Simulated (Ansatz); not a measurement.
## Geometry relaxation of TaN (part 2 of 2)

TaN (P-62m, 6 atoms in the cell); DFT PBEsol + D3(BJ), scalar-relativistic, plane waves, PAW, spin-polarised (Ansatz 0.2.0); cutoff 420 eV, 6×6×8 k-mesh, Gaussian smearing of 0.05 eV, collinear spins. The structure derives from an entry of the Crystallography Open Database. It belongs to a series of runs on one base structure; here: volume 10.591 Å³/atom.

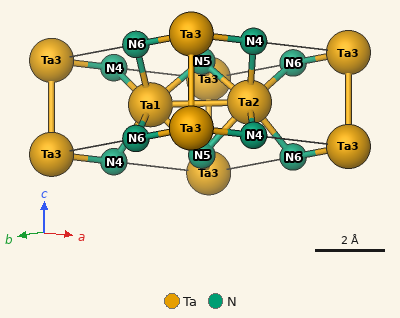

*The geometry at step 2 of the log (ball-and-stick view of the cell of the calculation, seen at an oblique angle; atoms are numbered from 1 in the order of the input).*

**Log, continued**
```
SCF iter   1: F=—  HF=-30565.565262 eV  |F-HF|=—  |Δ(HF+E_count)|=         —  Δρ=2.21e-4 (↑2.21e-4 ↓2.20e-4)  dr2=1.26e-4  dr2_m=1.33e-9  M=0.000 μB ∫|m|=0.000 μB  β_m=0.65  ethr=2.10e-7  ⟨swp⟩=2.3  Hψ=11831  notcnv=0
preconditioner: auto → Resta (q_TF=auto, 2.655 Å⁻¹)  ε∞=7.2  [insulator: Δε(μ)=0.153 eV  Ē_g=10.271 eV  σ=0.050 eV  W_gap=0.96  n_scr=26 (ndim 8)  ℏωp=25.5 eV  f_vac=0.000  D(μ)=0.17/eV (n_scr^D=0)  ε∞_Penn≈7.2]
spin=Collinear: Resta preconditioning applied to the charge; magnetization (m = ρ↑ − ρ↓) channel mixes plain (no charge-response kernel on spin).
SCF iter   2: F=—  HF=-30565.565234 eV  |F-HF|=—  |Δ(HF+E_count)|=   2.81e-5  Δρ=9.11e-5 (↑9.11e-5 ↓9.11e-5)  dr2=2.01e-5  dr2_m=2.40e-10  M=0.000 μB ∫|m|=0.000 μB  β_m=0.65  ethr=2.10e-7  ⟨swp⟩=2.2  Hψ=2799  notcnv=0
SCF iter   3: F=—  HF=-30565.565245 eV  |F-HF|=—  |Δ(HF+E_count)|=   1.12e-5  Δρ=2.64e-5 (↑2.63e-5 ↓2.64e-5)  dr2=4.38e-6  dr2_m=3.22e-12  M=0.000 μB ∫|m|=0.000 μB  β_m=0.82  ethr=3.73e-8  ⟨swp⟩=2.3  Hψ=3708  notcnv=0
SCF iter   4: F=—  HF=-30565.565255 eV  |F-HF|=—  |Δ(HF+E_count)|=   9.76e-6  Δρ=1.67e-5 (↑1.67e-5 ↓1.67e-5)  dr2=2.42e-6  dr2_m=1.56e-12  M=0.000 μB ∫|m|=0.000 μB  β_m=0.91  ethr=8.12e-9  ⟨swp⟩=2.0  Hψ=3210  notcnv=0
SCF iter   5: F=—  HF=-30565.565254 eV  |F-HF|=—  |Δ(HF+E_count)|=   5.99e-7  Δρ=9.90e-6 (↑9.90e-6 ↓9.90e-6)  dr2=4.40e-7  dr2_m=1.42e-12  M=0.000 μB ∫|m|=0.000 μB  β_m=0.79  ethr=4.48e-9  ⟨swp⟩=2.0  Hψ=3512  notcnv=0
SCF iter   6: F=—  HF=-30565.565255 eV  |F-HF|=—  |Δ(HF+E_count)|=   6.45e-7  Δρ=4.08e-6 (↑4.07e-6 ↓4.08e-6)  dr2=1.18e-7  dr2_m=2.38e-13  M=0.000 μB ∫|m|=0.000 μB  β_m=0.90  ethr=8.15e-10  ⟨swp⟩=2.0  Hψ=3184  notcnv=0
SCF iter   7: F=-30565.565255 eV  HF=-30565.565255 eV  |F-HF|=1.69e-8  |Δ(HF+E_count)|=   1.82e-7  Δρ=1.45e-6 (↑1.45e-6 ↓1.45e-6)  dr2=1.84e-8  dr2_m=5.80e-15  M=0.000 μB ∫|m|=0.000 μB  ethr=2.19e-10  ⟨swp⟩=2.1  Hψ=7778  notcnv=0
the starting moments were not kept: the SCF closed with an absolute magnetisation of 6.8e-8 μB, where they sum to 0.15 μB in size (3 sites). That is at most 0.1 of that sum. Measured as dr2_m measures the in/out step, that magnetisation stands 3.5e-16 eV from none, at or under the dr2_threshold of 6.0e-7 eV: it is no larger than a step whose dr2_m would equal this threshold.
SCF 4 converged in 7 iterations: F = -30565.565255 eV  dr2 = 1.84e-8
relax step   4: F+E_penalty+E_count = -30565.56525522 eV  Δ(F+E_penalty+E_count) = -4.044e-4 eV  max|allowed force component| = 5.893e-3 eV/Å  Δτ_max = 0.0024 Å  P = +14.039 GPa  Ω = 63.544 Å³  energy of the carried Pulay correction = -3.289e-17 eV  fix = [volume]  reactions: volume +14.039 GPa  (7 SCF iters, dr2 threshold 6.00e-7 eV, accepted)
Initial wavefunctions: pseudopotential atomic-orbital guess (no wavefunctions were taken with the density)
iter 1 solved again at ethr=1.74e-8 eV; its pass at ethr=3.10e-3 eV (dr2=9.42e-6 eV) is discarded
SCF iter   1: F=—  HF=-30565.565289 eV  |F-HF|=—  |Δ(HF+E_count)|=         —  Δρ=6.57e-5 (↑6.57e-5 ↓6.57e-5)  dr2=2.42e-7  dr2_m=6.95e-15  M=0.000 μB ∫|m|=0.000 μB  β_m=0.65  ethr=1.74e-8  ⟨swp⟩=4.0  Hψ=17546  notcnv=0
preconditioner: auto → Resta (q_TF=auto, 2.655 Å⁻¹)  ε∞=7.2  [insulator: Δε(μ)=0.150 eV  Ē_g=10.270 eV  σ=0.050 eV  W_gap=0.96  n_scr=26 (ndim 8)  ℏωp=25.5 eV  f_vac=0.000  D(μ)=0.19/eV (n_scr^D=0)  ε∞_Penn≈7.2]
spin=Collinear: Resta preconditioning applied to the charge; magnetization (m = ρ↑ − ρ↓) channel mixes plain (no charge-response kernel on spin).
SCF iter   2: F=—  HF=-30565.565297 eV  |F-HF|=—  |Δ(HF+E_count)|=   7.40e-6  Δρ=2.36e-5 (↑2.36e-5 ↓2.36e-5)  dr2=3.26e-8  dr2_m=6.99e-15  M=0.000 μB ∫|m|=0.000 μB  β_m=0.65  ethr=4.48e-10  ⟨swp⟩=1.6  Hψ=2560  notcnv=0
SCF iter   3: F=—  HF=-30565.565297 eV  |F-HF|=—  |Δ(HF+E_count)|=   5.93e-7  Δρ=3.63e-7 (↑3.62e-7 ↓3.63e-7)  dr2=6.44e-10  dr2_m=1.87e-15  M=0.000 μB ∫|m|=0.000 μB  β_m=0.69  ethr=6.03e-11  ⟨swp⟩=1.2  Hψ=2402  notcnv=0
SCF iter   4: F=-30565.565297 eV  HF=-30565.565297 eV  |F-HF|=3.64e-12  |Δ(HF+E_count)|=  1.20e-10  Δρ=1.41e-7 (↑1.41e-7 ↓1.41e-7)  dr2=2.73e-11  dr2_m=1.88e-16  M=0.000 μB ∫|m|=0.000 μB  ethr=1.19e-12  ⟨swp⟩=2.4  Hψ=7064  notcnv=0
the starting moments were not kept: the SCF closed with an absolute magnetisation of 1.4e-8 μB, where they sum to 0.15 μB in size (3 sites). That is at most 0.1 of that sum. Measured as dr2_m measures the in/out step, that magnetisation stands 1.6e-17 eV from none, at or under the dr2_threshold of 3.8e-9 eV: it is no larger than a step whose dr2_m would equal this threshold.
SCF 5 converged in 4 iterations: F = -30565.565297 eV  dr2 = 2.73e-11
relax step   5: F+E_penalty+E_count = -30565.56529724 eV  Δ(F+E_penalty+E_count) = -4.203e-5 eV  max|allowed force component| = 5.948e-3 eV/Å  Δτ_max = 0.0000 Å  P = +14.040 GPa  Ω = 63.544 Å³  fix = [volume]  reactions: volume +14.040 GPa  stress off target by 2.42e-3 GPa on what of the cell is left free  SCF on the basis re-selected at this cell (its energy is not comparable with the rows above)  (4 SCF iters)
```

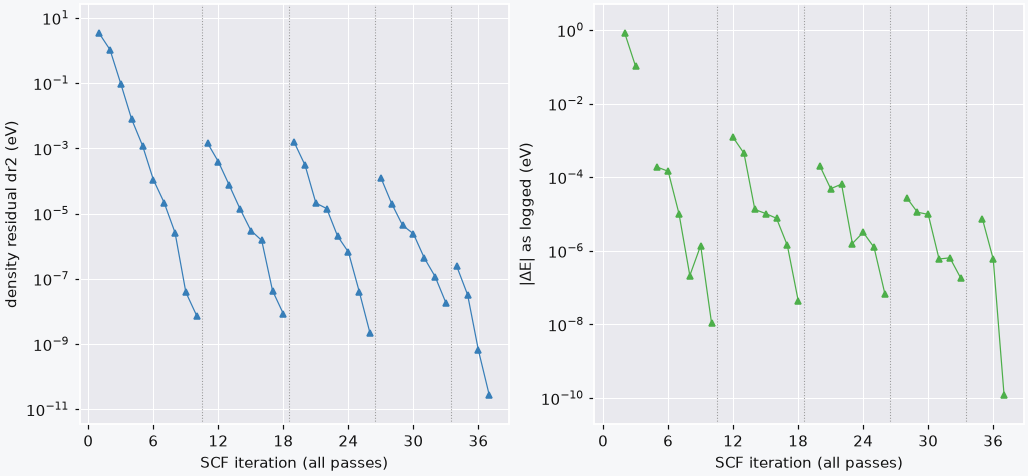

*Convergence of the self-consistent field: density residual dr2 and size of the energy change against the SCF iteration. The dotted lines part the SCF passes of the relaxation: geometry steps, rejected trials and re-solves on a re-selected basis.*

The 5 passes take 4 to 10 iterations each, 37 in all.

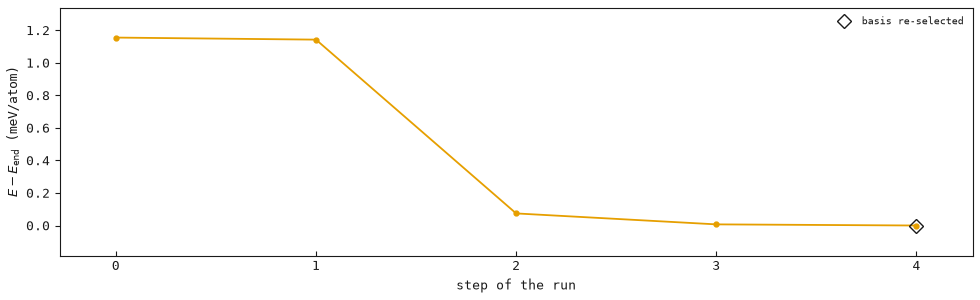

*Progress of the relaxation, step by step (the first geometry is step 0 here and step 1 in the log).*

The largest moves relative to the cell, 0.014 Å, are those of N4, N5 and N6. Ta stays in place. Among the contacts that change: Ta3–N4 1.997 → 2.009 Å, Ta1–Ta1 2.836 → 2.844 Å, Ta1–Ta2 2.937 → 2.932 Å. The space group stays P-62m (No. 189). Over 3 geometry steps the energy falls by 1.1 meV per atom. Largest force component: 0.29 eV/Å at the start, 0.0059 eV/Å at the end. The pressure goes from 14.57 to 14.04 GPa. A last SCF at the same geometry on a re-selected plane-wave basis shifts the energy by next to nothing (0.0 meV per atom). (Atoms are counted from 1 in the order of the input.)

```
basis re-selected at this cell: Δ(F+E_penalty+E_count) = -4.203e-5 eV, ΔP = +0.001 GPa vs the last step (what re-selecting the basis moved, of the pressure what is left beyond the Pulay correction that the steps carried, after the strain that the cell walked since its last selection, with what the two solves' SCF thresholds leave and, on support functions, any second-order correction that the steps lacked; it is no measure of the basis error at this ecutwfc). This SCF's stress stands 2.42e-3 GPa from its target on what of the cell is left free (relax.cell.stress_tol is 4.00e-1 GPa) and its largest allowed force component is 5.95e-3 eV/Å (relax.f_tol is 4.00e-2 eV/Å): within both
SCF converged after 4 iterations
Magnetization: 0.0000 μB (27.0000 up, 27.0000 down)
Absolute magnetization: 0.0000 μB (∫|ρ↑−ρ↓|, with the PAW one-centre terms)
Spin contamination: 0.0000 ħ² per cell (⟨S²⟩ above its minimum at these occupations)
Per-site moments (μB) at R_I (Å): [(1.212377499006117e-10, 0.8705735220343812), (1.2123779916813003e-10, 0.8705735220343813), (-1.6983058102535477e-9, 0.8285595782852325), (1.195580819944383e-9, 0.8285595782852331), (1.1955809548537734e-9, 0.8285595782852325), (1.195580867711465e-9, 0.8285595782852329)]
Free energy (F): -30565.565297 eV
Harris-Foulkes:  -30565.565297 eV  (|F-HF|=3.64e-12)
Internal energy: -30565.565064 eV  (E = F + TS)
E sigma→0 (E₀):  -30565.565180 eV
Entropy (-TS):   -0.000234 eV (-0.039 meV/atom)
Fermi energy:    21.320292 eV
--- Per-component energies (eV) ---
  E_band       = -148.486869
  E_kinetic    = 1512.540213
  E_local      = -1900.953305  (includes V_loc(G=0)·N_el)
  E_nonlocal   = 192.055457
  E_hartree    = 653.000014
  E_xc         = -837.382796
  E_vxc        = -849.761483  (∫ρ·V_xc dr)
  E_paw        = -25189.044388  (= ΣΔE_a)
  E_vpaw       = -408.368557  (= ΣTr[D̂ρ^β])
  E_aug_tail   = 0.000788  (compensation charges beyond the density's cutoff)
  E_ewald      = -4993.700147
  E_disp       = -2.806136  (pairwise vdW)
  E_core_change = 0.725236  (= ΣΔE_core)
  E_smearing   = -0.000234  (= −TS)
  E_closure    = -0.000000  (closes the sum)
  Σ components = -30565.565297   (vs F -30565.565297, Δ=0.00e0)
--- Forces (eV/Å), atoms counted from 1 ---
  atom   1  Ta    -0.00000000    -0.00000000     0.00000000
  atom   2  Ta    -0.00000000     0.00000000     0.00000000
  atom   3  Ta    -0.00000000    -0.00000000     0.00000000
  atom   4  N     -0.00594775     0.00000000     0.00000000
  atom   5  N      0.00297387     0.00515090     0.00000000
  atom   6  N      0.00297387    -0.00515090     0.00000000
  max |Σ_I F_I| component: 1.99e-16 eV/Å
--- Stress (GPa, compression-positive) ---
       14.039075      -0.000000       0.000000
       -0.000000      14.039075       0.000000
        0.000000       0.000000      14.042699
  P = ⅓ Tr σ = 14.0403 GPa (140.403 kbar)
--- Band table (eV; the first three rows and the last of 70) ---
  k-point 0 ↑: bands = ["-48.0384", "-47.9753", "-47.4227", "-15.0259", "-15.0259", "-14.6049", "-14.6049", "-14.3586", "-14.2123", "-14.1232", "-14.1232", "-13.4137", "2.2546", "5.3568", "5.3568", "11.1580", "14.1864", "14.1864", "14.2716", "14.9498", "14.9498", "15.8559", "15.8559", "16.6544", "17.6846", "19.0924", "20.1101", "20.1101", "21.7194", "21.7194", "23.1748", "23.2511", "23.2511", "23.9517"]
  k-point 1 ↑: bands = ["-48.0292", "-47.9665", "-47.4150", "-14.9966", "-14.9966", "-14.5732", "-14.5732", "-14.5330", "-14.3663", "-14.1232", "-14.1232", "-13.5433", "2.5973", "5.2383", "5.2383", "11.7385", "13.8598", "13.8598", "14.5216", "14.8949", "14.8949", "15.7326", "15.7326", "15.9244", "18.2261", "19.4958", "19.4958", "19.8501", "22.5032", "22.5032", "23.2665", "23.2665", "23.4488", "24.2213"]
  k-point 2 ↑: bands = ["-48.0068", "-47.9452", "-47.3964", "-14.9340", "-14.9248", "-14.9248", "-14.7237", "-14.4900", "-14.4900", "-14.1294", "-14.1294", "-13.8459", "3.4677", "4.9397", "4.9397", "13.2251", "13.2383", "13.2383", "13.7962", "14.5489", "14.5489", "15.6106", "15.6106", "15.8042", "18.9648", "18.9648", "19.8880", "21.5941", "22.6151", "22.6151", "23.5464", "23.5464", "24.2326", "24.9341"]
  k-point 34 ↓: bands = ["-47.9450", "-47.9450", "-47.3699", "-15.3542", "-15.3542", "-14.9151", "-14.5800", "-14.5800", "-14.2712", "-14.2102", "-14.1521", "-14.1521", "4.1338", "5.0262", "5.0262", "12.5524", "12.5524", "13.3828", "13.3828", "13.7929", "13.9255", "14.0619", "16.9570", "16.9570", "18.3030", "18.3030", "19.3747", "23.8661", "23.8661", "23.9627", "23.9755", "23.9755", "25.3551", "25.5813"]
--- Relaxed structure (4 steps of the walk, 4 accepted, 1 SCFs on fresh bases) ---
  F+E_penalty+E_count = -30565.56529724 eV   max|allowed force component| = 5.948e-3 eV/Å   (the final SCF, on the basis selected at the relaxed cell)
  cell:  # Å, volume = 63.5445 Å³
    - [5.079148030554783, 0.0, 0.0]
    - [-2.5395740152773914, 4.3986712240421415, 0.0]
    - [0.0, 0.0, 2.8442340278614275]
  atoms:
    - { symbol: Ta, position: [0.3333333333333333, 0.6666666666666667, 0.5] }
    - { symbol: Ta, position: [0.6666666666666667, 0.3333333333333333, 0.5] }
    - { symbol: Ta, position: [-1.2121675366483e-19, -5.947999185959387e-20, 0.0] }
    - { symbol: N, position: [0.3954657884763552, -5.947999185959394e-20, 0.0] }
    - { symbol: N, position: [0.604534211523645, 0.604534211523645, 0.0] }
    - { symbol: N, position: [2.7755575615628914e-17, 0.3954657884763553, 0.0] }
--- Löwdin populations: 6 sites ---
  site symbol       q [e]    m [muB]
     0     Ta     12.1981     0.0000
     1     Ta     12.1981     0.0000
     2     Ta     12.4295    -0.0000
     3      N      5.6343     0.0000
     4      N      5.6343     0.0000
     5      N      5.6343     0.0000
  spilling = 0.005027 (of n_electrons = 54.000000)
```

**File populations.tsv**
```
# site	symbol	l	j	q_up	q_dn
# orbitals = lowdin
# n_electrons = 54.000000
# spilling = 0.005027
0	Ta	0_5S	-	0.972015	0.972015
0	Ta	0_6S	-	0.262862	0.262862
0	Ta	1_5P	-	2.991047	2.991047
0	Ta	2_5D	-	1.873125	1.873125
1	Ta	0_5S	-	0.972015	0.972015
1	Ta	0_6S	-	0.262862	0.262862
1	Ta	1_5P	-	2.991047	2.991047
1	Ta	2_5D	-	1.873125	1.873125
2	Ta	0_5S	-	0.975906	0.975906
2	Ta	0_6S	-	0.316937	0.316937
2	Ta	1_5P	-	2.987395	2.987395
2	Ta	2_5D	-	1.934500	1.934500
3	N	0_2S	-	0.714151	0.714151
3	N	1_2P	-	2.102996	2.102996
4	N	0_2S	-	0.714151	0.714151
4	N	1_2P	-	2.102996	2.102996
5	N	0_2S	-	0.714151	0.714151
5	N	1_2P	-	2.102996	2.102996
```

**Trajectory as extended XYZ (Å, eV, eV/Å), 5 frames, from step=1 to step=5**
```
6
Lattice="5.0866 0.0000 0.0000 -2.5433 4.4051 0.0000 0.0000 0.0000 2.8359" Properties=species:S:1:pos:R:3:forces:R:3 step=1 energy=-30565.55837 pressure_GPa=14.57
Ta    0.0000    2.9367    1.4180    0.0000   0.0000   0.0000
Ta    2.5433    1.4684    1.4180    0.0000   0.0000   0.0000
Ta    0.0000    0.0000    0.0000    0.0000   0.0000   0.0000
N     1.9973    0.0000    0.0000    0.2904   0.0000   0.0000
N     1.5446    2.6754    0.0000   -0.1452  -0.2515   0.0000
N    -0.9987    1.7297    0.0000   -0.1452   0.2515   0.0000
6
Lattice="5.0633 0.0000 0.0000 -2.5316 4.3849 0.0000 0.0000 0.0000 2.8621" Properties=species:S:1:pos:R:3:forces:R:3 step=2 energy=-30565.55844 pressure_GPa=13.80
Ta    0.0000    2.9233    1.4311    0.0000   0.0000   0.0000
Ta    2.5316    1.4616    1.4311    0.0000   0.0000   0.0000
Ta    0.0000    0.0000    0.0000    0.0000   0.0000   0.0000
N     2.0051    0.0000    0.0000   -0.0014   0.0000   0.0000
N     1.5291    2.6484    0.0000    0.0007   0.0013   0.0000
N    -1.0026    1.7365    0.0000    0.0007  -0.0013   0.0000
6
Lattice="5.0812 0.0000 0.0000 -2.5406 4.4005 0.0000 0.0000 0.0000 2.8419" Properties=species:S:1:pos:R:3:forces:R:3 step=3 energy=-30565.56485 pressure_GPa=13.99
Ta    0.0000    2.9336    1.4210    0.0000   0.0000   0.0000
Ta    2.5406    1.4668    1.4210    0.0000   0.0000   0.0000
Ta    0.0000    0.0000    0.0000    0.0000   0.0000   0.0000
N     2.0118    0.0000    0.0000   -0.0669   0.0000   0.0000
N     1.5347    2.6582    0.0000    0.0334   0.0579   0.0000
N    -1.0059    1.7423    0.0000    0.0334  -0.0579   0.0000
6
Lattice="5.0791 0.0000 0.0000 -2.5396 4.3987 0.0000 0.0000 0.0000 2.8442" Properties=species:S:1:pos:R:3:forces:R:3 step=4 energy=-30565.56526 pressure_GPa=14.04
Ta    0.0000    2.9324    1.4221    0.0000   0.0000   0.0000
Ta    2.5396    1.4662    1.4221    0.0000   0.0000   0.0000
Ta    0.0000    0.0000    0.0000    0.0000   0.0000   0.0000
N     2.0086    0.0000    0.0000   -0.0059   0.0000   0.0000
N     1.5353    2.6591    0.0000    0.0029   0.0051   0.0000
N    -1.0043    1.7395    0.0000    0.0029  -0.0051   0.0000
6
Lattice="5.0791 0.0000 0.0000 -2.5396 4.3987 0.0000 0.0000 0.0000 2.8442" Properties=species:S:1:pos:R:3:forces:R:3 step=5 energy=-30565.56530 pressure_GPa=14.04
Ta    0.0000    2.9324    1.4221    0.0000   0.0000   0.0000
Ta    2.5396    1.4662    1.4221    0.0000   0.0000   0.0000
Ta    0.0000    0.0000    0.0000    0.0000   0.0000   0.0000
N     2.0086    0.0000    0.0000   -0.0059   0.0000   0.0000
N     1.5353    2.6591    0.0000    0.0030   0.0052   0.0000
N    -1.0043    1.7395    0.0000    0.0030  -0.0052   0.0000
```

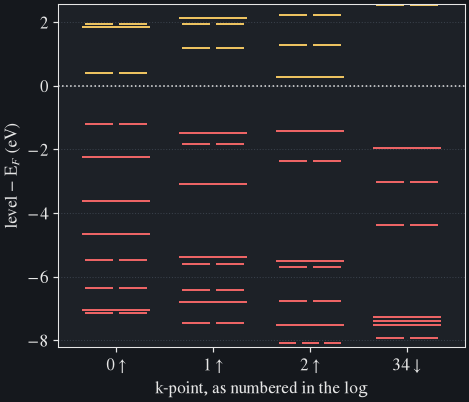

*Kohn–Sham levels near the Fermi level (dotted) at the few k-points that the log prints; levels within 0.02 eV of each other stand side by side.*

The system is metallic on the full mesh.

This output came from the following input.

**The input**
```yaml
crystal:
  lattice:
    - [5.0865754742, 0.0, 0.0]
    - [-2.5432877371, 4.405103579, 0.0]
    - [0.0, 0.0, 2.835933762]
  atoms:
    - { symbol: Ta, position: [0.3333333333, 0.6666666667, 0.5], spin: 0.05 }
    - { symbol: Ta, position: [0.6666666667, 0.3333333333, 0.5], spin: 0.05 }
    - { symbol: Ta, position: [0.0, 0.0, 0.0], spin: -0.05 }
    - { symbol: "N", position: [0.3926616592, 0.0, 0.0] }
    - { symbol: "N", position: [0.6073383408, 0.6073383408, 0.0] }
    - { symbol: "N", position: [0.0, 0.3926616592, 0.0] }
basis:
  ecutwfc: 420
  ecutrho_ratio: 4
kpoints:
  mp_grid: { grid: [6, 6, 8] }
hamiltonian:
  xc: pbesol
  dispersion: d3bj
scf:
  occupations: { method: gaussian, width: 0.05 }
output:
  forces: true
  stress: true
  eigenvalues: true
  populations: true
magnetization:
  spin_polarized: true
relax:
  f_tol: 0.04
  max_steps: 40
  cell: { stress_tol: 0.4, fix: [volume] }
```

Launched with:
```bash
ansatz run input.yaml --threads 4 --pin off --max-ram 8192MiB --backend cpu --events-out ev --progress --plain --runs-dir out
```

**Key numbers**

| quantity | value |
| --- | --- |
| outcome | converged |
| space group (tolerance 0.01 Å) | P-62m (189) |
| electrons treated | 54 |
| free energy | −30565.5653 eV |
| dispersion energy | −2.8061 eV |
| Fermi energy | 21.320 eV |
| gap on the k-point mesh | none (metallic) |
| net moment of the cell | 0.00 μB |
| integrated absolute moment | 0.00 μB |
| pressure | 14.04 GPa |
| final volume | 63.54 Å³ |
| largest force (length of the vector) at the end | 0.006 eV/Å |
| final cell | a = 5.079 Å, b = 5.079 Å, c = 2.844 Å, α = 90.00°, β = 90.00°, γ = 120.00° |
| hardware | 4 threads of Arm Neoverse V2, 24 GiB of memory available, shared host |
| wall time | 25 s (CPU time 95 s) |
| peak memory | 0.43 GiB |

**Remarks**

Warnings of the run: some starting moments were not kept. Spin–orbit coupling is left out, which matters for Ta. The cell is under a pressure of 14.0 GPa at this level, so it is not at its equilibrium volume.
